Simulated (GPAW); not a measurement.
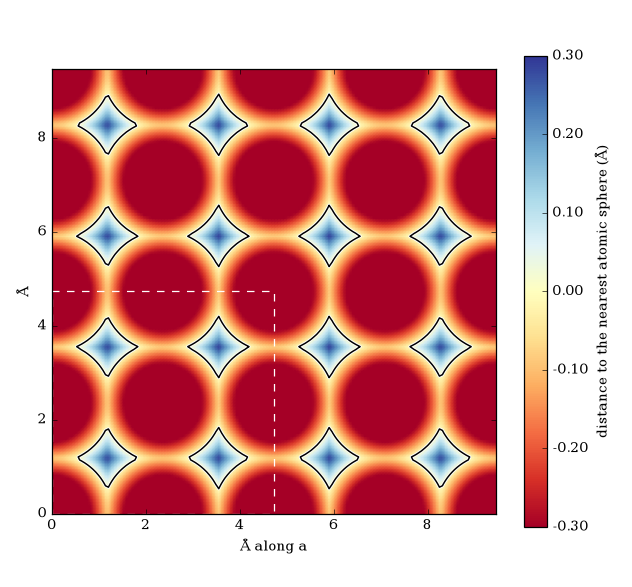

Map of the distance to the nearest atomic sphere in ZrC (Fm-3m), computed on the section z = 0.750 (parallel to a and b; the dashed line is one cell). The black line marks the spheres' surfaces; positive values are empty space; unlabelled circles belong to atoms above or below the section.

Hard-sphere model; covalent radii (Cordero): Zr 1.75 Å, C 0.76 Å.

The cell is taken from an entry of the Crystallography Open Database, as set up for an electronic-structure calculation.

```yaml
crystal:
  lattice:
    - [4.73000, 0.00000, 0.00000]
    - [0.00000, 4.73000, 0.00000]
    - [0.00000, 0.00000, 4.73000]
  atoms:
    - { symbol: Zr, position: [0.50000, 0.00000, 0.00000] }
    - { symbol: C, position: [0.00000, 0.00000, 0.00000] }
    - { symbol: Zr, position: [0.50000, 0.50000, 0.50000] }
    - { symbol: C, position: [0.00000, 0.50000, 0.50000] }
    - { symbol: Zr, position: [0.00000, 0.00000, 0.50000] }
    - { symbol: C, position: [0.50000, 0.00000, 0.50000] }
    - { symbol: Zr, position: [0.00000, 0.50000, 0.00000] }
    - { symbol: C, position: [0.50000, 0.50000, 0.00000] }
```

Where is the largest hole in this section, and how large is it?

Answer. At 0.250, 0.750, 0.750 (fractional), where the distance reaches 0.30 Å; it is enclosed by 4 Zr in a tetrahedral arrangement. It is the largest hole of the crystal.

How much of the crystal lies outside the spheres?

Answer. About 10 % of the cell's volume, and 12 % of this section's area.

What can pass through?

Answer. The largest sphere that fits anywhere has a diameter of 0.60 Å; the largest that can travel through the crystal, about 0.2 Å.
